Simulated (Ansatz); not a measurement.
Consider ZrH2.

Input file:

```
crystal:
  lattice:
    - [0.0, 2.409225, 2.409225]
    - [2.409225, 0.0, 2.409225]
    - [2.409225, 2.409225, 0.0]
  atoms:
    - { symbol: Zr, position: [0.0, 0.0, 0.0] }
    - { symbol: H, position: [0.75, 0.75, 0.75] }
    - { symbol: H, position: [0.25, 0.25, 0.25] }
kpoints:
  mp_grid:
    grid: [13, 13, 13]
hamiltonian:
  xc: pbesol
  pseudopotentials:
    kind: paw
scf:
  occupations:
    method: gaussian
    width: 0.1
output:
  write_density: true
  volumetric_format: npy
  elf: true
  dos:
    de: 0.05
    method:
      smearing:
        sigma: 0.1
    projected: true
```

Run with:

```sh
python analyse_zrh2.py
```

Below, planes, directions and counts refer to the conventional cell (a = 4.82 Å, b = 4.82 Å, c = 4.82 Å, α = 90.00°, β = 90.00°, γ = 90.00°).

Space group Fm-3m; a structure from a database of computed crystals, not necessarily the ambient phase.

Theory: DFT PBEsol, plane waves, PAW in Ansatz 0.2.0.

> Predict the valence pseudo-density and electron localisation function between the atoms.

Zr–H (2.09 Å): the density is about 0.49 e/Å³ at the midpoint; the ELF climbs to about 1 towards the hydrogen.

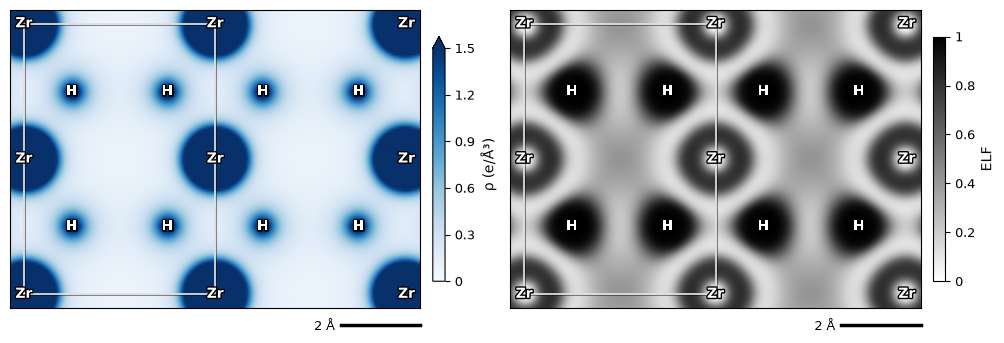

Computed valence pseudo-density and electron localisation function on the (101) plane of the conventional cell, in this order. 

In a PAW calculation such maps are meaningful between the atoms, not at the nuclei.
